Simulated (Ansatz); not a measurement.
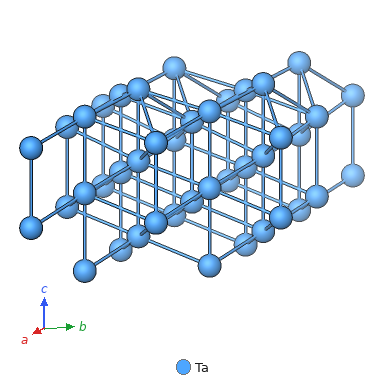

System: H on a slab of content Ta. The picture shows the clean slab (repeated in the plane, vacuum cut away).

Starting cell:
```yaml
crystal:
  lattice:
    - [4.64560, 0.00000, 0.00000]
    - [-2.32280, 4.02320, 0.00000]
    - [0.00000, 0.00000, 23.63800]
  atoms:
    - { symbol: Ta, position: [0.66667, 0.33333, 0.35959] }
    - { symbol: Ta, position: [0.33333, 0.66667, 0.39971] }
    - { symbol: Ta, position: [0.00000, 0.00000, 0.43982] }
    - { symbol: Ta, position: [0.66667, 0.33333, 0.47994] }
    - { symbol: Ta, position: [0.33333, 0.66667, 0.51656] }
    - { symbol: Ta, position: [0.00000, 0.00000, 0.56384] }
    - { symbol: Ta, position: [0.66667, 0.33333, 0.59900] }
    - { symbol: Ta, position: [0.33333, 0.66667, 0.62792] }
```

One of the inputs:
```
crystal:
  lattice:
    - [4.6456161668, 0.0, 0.0]
    - [-2.3228080834, 4.0232216167, 0.0]
    - [0.0, 0.0, 25.6379770039]
  atoms:
    - { symbol: Ta, position: [0.6666666667, 0.3333333333, 0.331539419] }
    - { symbol: Ta, position: [0.3333333333, 0.6666666667, 0.3685268315] }
    - { symbol: Ta, position: [0.0, 0.0, 0.4055142438] }
    - { symbol: Ta, position: [0.6666666667, 0.3333333333, 0.4425016562] }
    - { symbol: Ta, position: [0.3333333333, 0.6666666667, 0.4762660038] }
    - { symbol: Ta, position: [0.0, 0.0, 0.519856666] }
    - { symbol: Ta, position: [0.6666666667, 0.3333333333, 0.5522688407] }
    - { symbol: Ta, position: [0.3333333333, 0.6666666667, 0.578937064] }
    - { symbol: H, position: [0.5, 1.0, 0.6374440203] }
basis:
  ecutwfc: 420
kpoints:
  mp_grid: { grid: [6, 6, 1] }
hamiltonian:
  xc: pbe
  dispersion: d3bj
scf:
  occupations: { method: gaussian, width: 0.1 }
output:
  forces: true
  eigenvalues: true
  write_density: true
  write_potential: true
  elf: true
  volumetric_format: npy
relax:
  adjacent_minimum: "off"
  f_tol: 0.02
  max_steps: 25
  constraints: [{ sites: [0, 1, 2, 3, 4, 5, 6, 7] }, { site: 8, fix: xy }]
efield:
  axis: 3
  dipole_correction: true
  ramp_width: 0.04
```

Command:
```bash
ansatz run input.yaml --threads 2 --pin off --max-ram 5120MiB --backend cpu --events-out ev --progress --plain --runs-dir out
```

Computed with Ansatz 0.2.0: energy and height of an adatom over a grid of places on the top face of the given rigid slab, only its height relaxed, places count in fractions of the surface's own cell from its highest atom, energies count from the lowest place, plane waves with PAW datasets, Γ-centred k mesh. Level: PBE with D3(BJ), no spin polarisation.

- wave cutoff: 420 eV
- k mesh: 6×6×1
- occupations: Gaussian
- smearing width: 0.1 eV
- boundary: dipole corrected
- surface cell: (1, 1)

What does the calculation give for the energy of the adatom over the surface cell, seen from above?

The lowest grid place is (0.167, 0.5) in fractions of the surface cell, with the adatom 1.02 Å high, and (0, 0.5) is as low within 0.02 eV, and (0.167, 0.667) is as low within 0.02 eV; the highest is (0.333, 0.167), 0.85 eV above it, at a height of 1.30 Å. On top of the highest surface atom it lies 0.73 eV above the lowest place. The adsorption energy at the lowest place is −2.93 eV, counted from the clean slab and the free adsorbate.

Energy above the lowest place (eV); rows: first fraction, columns: second fraction:
```csv
,0,0.167,0.333,0.5,0.667,0.833
0,0.73,0.76,0.33,0.01,0.33,0.76
0.167,0.76,0.76,0.27,0.00,0.00,0.27
0.333,0.33,0.85,0.33,0.00,0.18,0.00
0.5,0.01,0.12,0.12,0.01,0.00,0.00
0.667,0.33,0.12,0.58,0.12,0.33,0.27
0.833,0.76,0.85,0.12,0.12,0.85,0.76
```

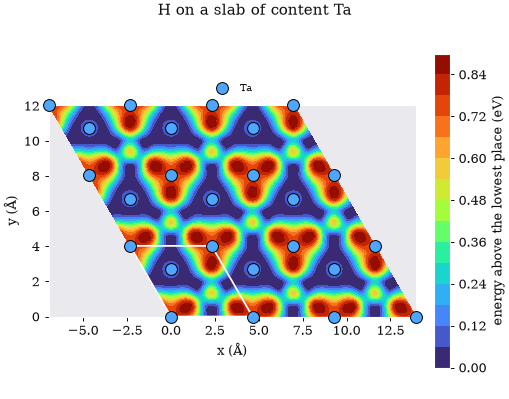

The map is interpolated from a 6×6 grid and repeated; circles mark the atoms within 1 Å of the top, the white lines the surface cell, whose origin is the highest atom.

Caveats: coarse k mesh; xc potential rough in thin density.
